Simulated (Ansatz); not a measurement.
# Run report: Ge, geometry relaxation (part 1 of 2)

The run: geometry relaxation of Ge (I4₁/amd, 2 atoms in the cell). Method and program: DFT, LDA, PAW with Ansatz's default frozen-core files, scalar-relativistic, no spin polarisation (Ansatz 0.2.0).

The structure was built on a prototype by a generator; it need not be a known phase. Its volume is 0.61 times that of the source entry. It belongs to a series of runs on one base structure; here: beta_tin relaxed under pressure, PAW files. Figures and captions count atoms from 1; the log counts them from 0 in places.

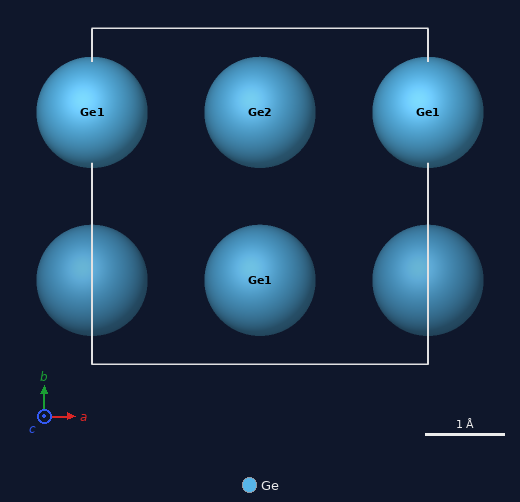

*The structure as given in the input (spheres-only view of the cell 2 times as large as that of the calculation, set on its symmetry axes, along the c axis; atoms are numbered from 1 in the order of the input). An atom can appear more than once, as a periodic image.*

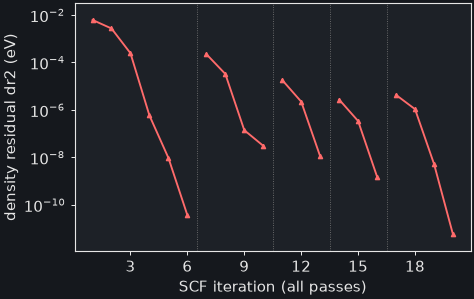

*Convergence of the self-consistent field: density residual dr2 against the SCF iteration. The dotted lines part the SCF passes of the relaxation: geometry steps, rejected trials and re-solves on a re-selected basis.*

The 5 passes take 3 to 6 iterations each, 20 in all.

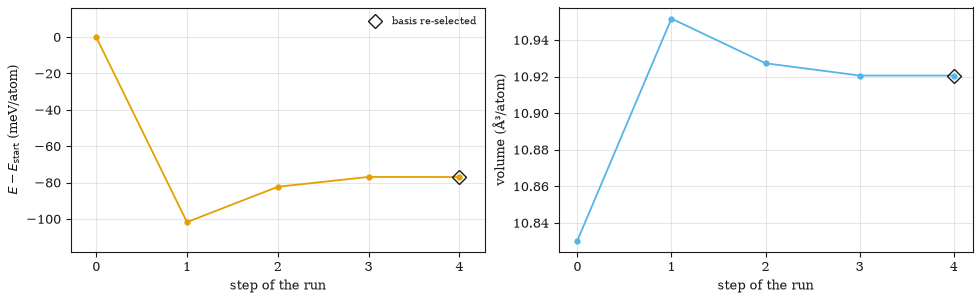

*Progress of the relaxation, step by step (the first geometry is step 0 here and step 1 in the log).*

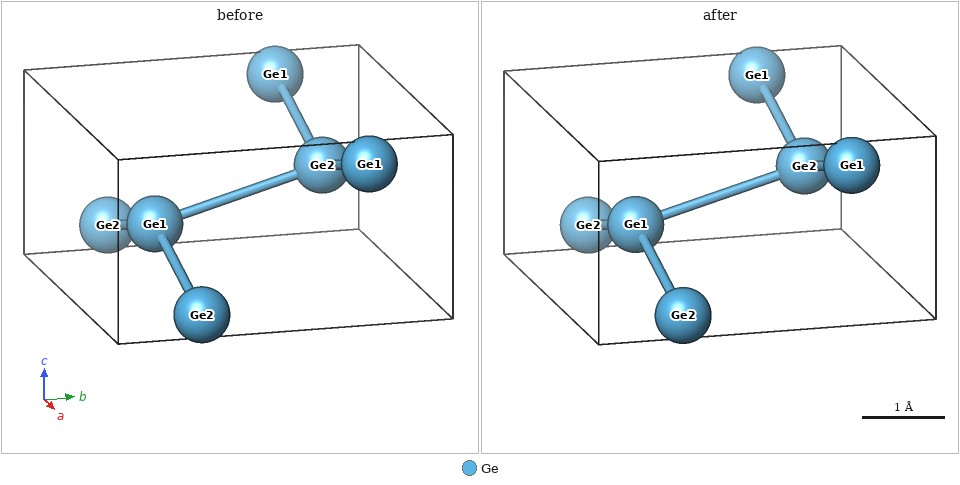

*Before (left) and after (right) the relaxation, at one scale (ball-and-stick view of the cell 2 times as large as that of the calculation, set on its symmetry axes, seen slightly off an axis).*

After 3 geometry steps the energy has fallen by 76.9 meV per atom. All forces vanish by symmetry, so only the cell relaxes. Pressure: 134.88 GPa at the start and 130.01 GPa at the end. The atoms keep their places relative to the cell (all moves are under 0.005 Å). Cell: a = b 4.287 → 4.317 Å (+0.7 %), c 2.358 → 2.344 Å (−0.6 %). Volume +0.8 %. Among the contacts that change: Ge1–Ge2 2.223 → 2.236 Å, Ge1–Ge1 2.358 → 2.344 Å. The space group stays I4_1/amd (No. 141). A last SCF at the same geometry on a re-selected plane-wave basis shifts the energy by −0.1 meV per atom. (Atoms are counted from 1 in the order of the input.)

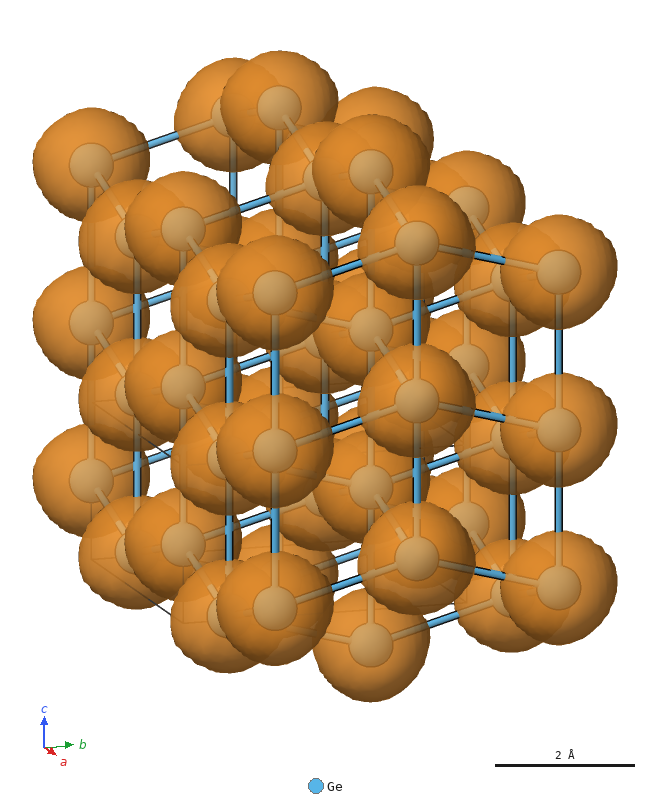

*Isosurface of the valence pseudo-density at 0.8 e/Å³ (orange), seen slightly off an axis. Sticks mark near contacts. The outline is the cell set on symmetry axes.*

At this value the density breaks into separate islands; it holds about 75 % of the electrons treated as valence (semicore included). It is pinched off along the Ge–Ge (2.24 Å) and Ge–Ge (2.34 Å) contacts. On the grid the lowest density along these lines, outside the cores, is 0.67 e/Å³ (Ge–Ge, 2.24 Å) and 0.54 e/Å³ (Ge–Ge, 2.34 Å). Core electrons are frozen (PAW), so the fields are smoothed inside the atomic spheres.

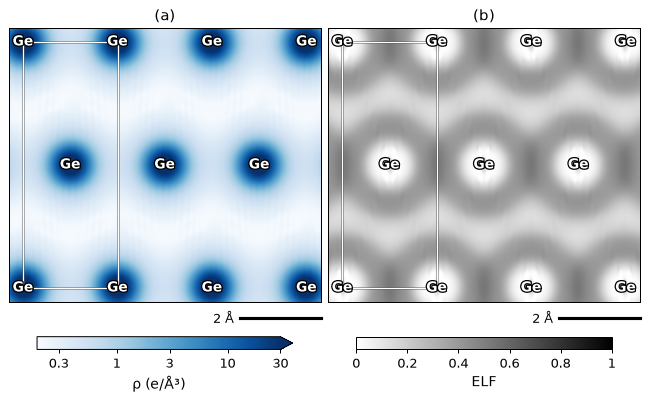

*(a) valence charge density (pseudo); (b) ELF on the (110) plane of the conventional cell.*

The section cuts through Ge sites. Away from the nuclei the density in this plane falls to 0.19 e/Å³ at its lowest.

The input that produced these results follows, with the program's output.

Input
```yaml
crystal:
  lattice:
    - [-2.143299768, 2.143299768, 1.1788148724]
    - [2.143299768, -2.143299768, 1.1788148724]
    - [2.143299768, 2.143299768, -1.1788148724]
  atoms:
    - { symbol: Ge, position: [-0.375, -0.125, -0.25] }
    - { symbol: Ge, position: [0.375, 0.125, 0.25] }
kpoints:
  mp_grid: { grid: [18, 18, 18] }
scf:
  occupations: { method: fermi_dirac, width: 0.08 }
hamiltonian:
  xc: lda
  pseudopotentials: { kind: paw }
output:
  forces: true
  stress: true
  eigenvalues: true
  write_density: true
  write_potential: true
  elf: true
  volumetric_format: npy
relax:
  f_tol: 0.005
  max_steps: 40
  cell: { p_target: 130.0, stress_tol: 0.065 }
```

Launched with:
```bash
ansatz run input.yaml --threads 1 --pin off --max-ram 3584MiB --backend cpu --events-out ev --progress --plain --runs-dir out
```

The program's output
```
Engine: ansatz 0.2.0, aarch64-unknown-linux-gnu
Pseudopotentials: kind: paw
Pseudopotential: Ge, paw, valence charge 14, recommended cutoff 420 eV (normal), Ge.paw.azcp
Functional definition: SPW92
  exchange = slater_x
  correlation = pw_c
Crystal: 2 atoms, lattice volume = 21.661 Å³
Basis set: ecut = 420 eV, 419 PW (Γ)
Bands: 18, of which v1, the nominal top of the filled ones, is band 14 counted from 1 (13 counted from 0)
Symmetry: 16 space group operations
Space group: I41/amd (ITA 141), of the structure as read, at distance tolerance 2.8e-5 Å
k-points: 480 of 5832
Non-local potential: Ge, projectors of the file, l = 0: 2, l = 1: 2, l = 2: 3, l = 3: 1
PAW form: soft (Blöchl's): semilocal exchange-correlation on the pseudo side does not see the compensation charge
PAW frozen core: Ge, regenerated for the run's functional, and the local potential with it (the file was generated under x = pbe(κ = 0.804, μ = 0.2195149727645171), c = pbe(β = 0.06672455060314922))
PAW one-centre angular grid: Ge, 590 points (default); XC on 64 Gauss nodes
Initial density: superposition of atomic densities (neutral atoms: chi_scale 0, normalization atom), corrected by the library's trained network
Initial wavefunctions: pseudopotential atomic-orbital guess
Functional: x = slater, c = lda
SCF iter   1: F=—  HF=-8427.373383 eV  |F-HF|=—  |Δ(HF+E_count)|=         —  Δρ=8.20e-3  dr2=6.17e-3  ethr=1.77e-3  ⟨swp⟩=4.3  Hψ=35840  notcnv=0
preconditioner: auto → none  [metal: Δε(μ)=0.028 eV  Ē_g=27.040 eV  σ=0.080 eV  W_gap=0.09  n_scr=4 (ndim 8)  ℏωp=42.2 eV  f_vac=0.000  D(μ)=0.51/eV (n_scr^D=0)  sad-step TF]
SCF iter   2: F=—  HF=-8427.369519 eV  |F-HF|=—  |Δ(HF+E_count)|=   3.86e-3  Δρ=4.22e-3  dr2=2.69e-3  ethr=2.20e-5  ⟨swp⟩=2.0  Hψ=18849  notcnv=0
SCF iter   3: F=—  HF=-8427.368686 eV  |F-HF|=—  |Δ(HF+E_count)|=   8.33e-4  Δρ=1.55e-3  dr2=2.44e-4  ethr=9.61e-6  ⟨swp⟩=2.2  Hψ=11759  notcnv=0
SCF iter   4: F=—  HF=-8427.368593 eV  |F-HF|=—  |Δ(HF+E_count)|=   9.33e-5  Δρ=8.95e-5  dr2=5.80e-7  ethr=8.70e-7  ⟨swp⟩=2.6  Hψ=15087  notcnv=0
SCF iter   5: F=—  HF=-8427.368593 eV  |F-HF|=—  |Δ(HF+E_count)|=   2.40e-7  Δρ=1.09e-5  dr2=9.46e-9  ethr=2.07e-9  ⟨swp⟩=2.0  Hψ=14085  notcnv=0
SCF iter   6: F=-8427.368593 eV  HF=-8427.368593 eV  |F-HF|=3.27e-11  |Δ(HF+E_count)|=   1.00e-9  Δρ=9.22e-7  dr2=3.64e-11  ethr=3.38e-11  ⟨swp⟩=5.0  Hψ=46433  notcnv=0
SCF 1 converged in 6 iterations: F = -8427.368593 eV  dr2 = 3.64e-11
  greatest PAW one-centre occupation: 0.999 electrons in one spin orbital (limit 2), on the Ge atom at site 1 (counted from 0), in its partial waves of l = 2
relax step   1: F+E_penalty+E_count = -8427.36859291 eV  Δ(F+E_penalty+E_count) = +0.000e0 eV  max|allowed force component| = 6.939e-18 eV/Å  Δτ_max = 0.0000 Å  P = +134.883 GPa  Ω = 21.661 Å³  (6 SCF iters, dr2 threshold 1.00e-7 eV, accepted)
Crystal: 2 atoms, lattice volume = 21.903 Å³
Initial density: handed on by an earlier stage of this run
Initial wavefunctions: those handed on with the density
iter 1 solved again at ethr=7.96e-7 eV; its pass at ethr=3.10e-3 eV (dr2=2.23e-4 eV) is discarded
SCF iter   1: F=—  HF=-8427.572102 eV  |F-HF|=—  |Δ(HF+E_count)|=         —  Δρ=1.21e-3  dr2=2.24e-4  ethr=7.96e-7  ⟨swp⟩=2.0  Hψ=46969  notcnv=0
preconditioner: auto → none  [metal: Δε(μ)=0.021 eV  Ē_g=27.012 eV  σ=0.080 eV  W_gap=0.06  n_scr=4 (ndim 8)  ℏωp=42.0 eV  f_vac=0.000  D(μ)=0.52/eV (n_scr^D=4)]
SCF iter   2: F=—  HF=-8427.572025 eV  |F-HF|=—  |Δ(HF+E_count)|=   7.75e-5  Δρ=4.93e-4  dr2=3.26e-5  ethr=7.96e-7  ⟨swp⟩=1.1  Hψ=8677  notcnv=0
SCF iter   3: F=—  HF=-8427.572017 eV  |F-HF|=—  |Δ(HF+E_count)|=   7.84e-6  Δρ=4.55e-5  dr2=1.39e-7  ethr=7.14e-10  ⟨swp⟩=6.9  Hψ=62180  notcnv=0
SCF iter   4: F=-8427.572017 eV  HF=-8427.572017 eV  |F-HF|=7.66e-8  |Δ(HF+E_count)|=   3.15e-7  Δρ=1.72e-5  dr2=3.05e-8  ethr=4.96e-10  ⟨swp⟩=8.0  Hψ=58593  notcnv=0
SCF 2 converged in 4 iterations: F = -8427.572017 eV  dr2 = 3.05e-8
relax step   2: F+E_penalty+E_count = -8427.57201690 eV  Δ(F+E_penalty+E_count) = -2.034e-1 eV  max|allowed force component| = 6.939e-18 eV/Å  Δτ_max = 0.0000 Å  P = +128.436 GPa  Ω = 21.903 Å³  energy of the carried Pulay correction = -1.485e-4 eV  (4 SCF iters, dr2 threshold 2.00e-7 eV, accepted)
Crystal: 2 atoms, lattice volume = 21.855 Å³
Basis set: ecut = 420 eV, 427 PW (Γ)
iter 1 solved again at ethr=6.80e-8 eV; its pass at ethr=3.10e-3 eV (dr2=1.91e-5 eV) is discarded
SCF iter   1: F=—  HF=-8427.533171 eV  |F-HF|=—  |Δ(HF+E_count)|=         —  Δρ=3.09e-4  dr2=1.80e-5  ethr=6.80e-8  ⟨swp⟩=2.0  Hψ=45546  notcnv=0
preconditioner: auto → none  [metal: Δε(μ)=0.003 eV  Ē_g=27.022 eV  σ=0.080 eV  W_gap=0.01  n_scr=4 (ndim 8)  ℏωp=42.0 eV  f_vac=0.000  D(μ)=0.53/eV (n_scr^D=4)]
SCF iter   2: F=—  HF=-8427.533164 eV  |F-HF|=—  |Δ(HF+E_count)|=   6.84e-6  Δρ=1.14e-4  dr2=2.22e-6  ethr=6.42e-8  ⟨swp⟩=1.2  Hψ=8776  notcnv=0
SCF iter   3: F=-8427.533163 eV  HF=-8427.533163 eV  |F-HF|=4.24e-10  |Δ(HF+E_count)|=   8.60e-7  Δρ=1.16e-5  dr2=1.10e-8  ethr=7.14e-10  ⟨swp⟩=5.4  Hψ=49038  notcnv=0
SCF 3 converged in 3 iterations: F = -8427.533163 eV  dr2 = 1.10e-8
relax step   3: F+E_penalty+E_count = -8427.53316291 eV  Δ(F+E_penalty+E_count) = +3.885e-2 eV  max|allowed force component| = 1.388e-17 eV/Å  Δτ_max = 0.0000 Å  P = +129.668 GPa  Ω = 21.855 Å³  energy of the carried Pulay correction = -1.129e-4 eV  (3 SCF iters, dr2 threshold 2.00e-7 eV, accepted)
Crystal: 2 atoms, lattice volume = 21.841 Å³
iter 1 solved again at ethr=9.97e-9 eV; its pass at ethr=3.10e-3 eV (dr2=2.79e-6 eV) is discarded
```
